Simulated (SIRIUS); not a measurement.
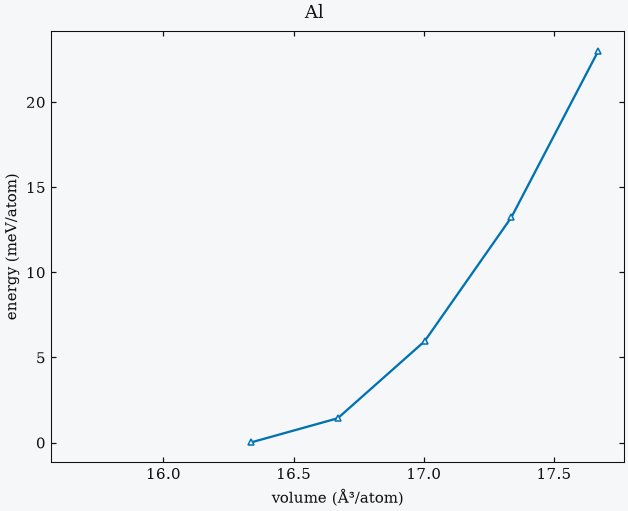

Plotted: energy against volume for Al, space group P6_3/mmc (No. 194).

Cell as given: a = 2.812 Å, b = 2.812 Å, c = 4.867 Å, α = 90.00°, β = 90.00°, γ = 120.00°; 2 atoms.

Computed with SIRIUS 7.10.0: plane-wave DFT, no spin polarisation; energies at scaled volumes of the given cell, shape and fractions fixed, counted from the fit's minimum, third-order Birch-Murnaghan fit. Level: PBEsol.

- k mesh: 11×11×6
- occupations: Fermi–Dirac
- smearing width: 0.05 eV
- potentials: dojo sr pbesol 0.4.1 standard
- wave cutoff: 557.3 eV
- density cutoff: 2229 eV

The points at volume 15.67 Å³/atom and 16.00 Å³/atom are left out of the plot. What values does the calculation give there?

```json
{"volume (Å³/atom)": "15.67", "energy (meV/atom)": "7.89"}
{"volume (Å³/atom)": "16.00", "energy (meV/atom)": "2.03"}
```

Caveats: shape and atomic fractions are frozen while scaling, which makes layered, chain and framework solids too stiff.
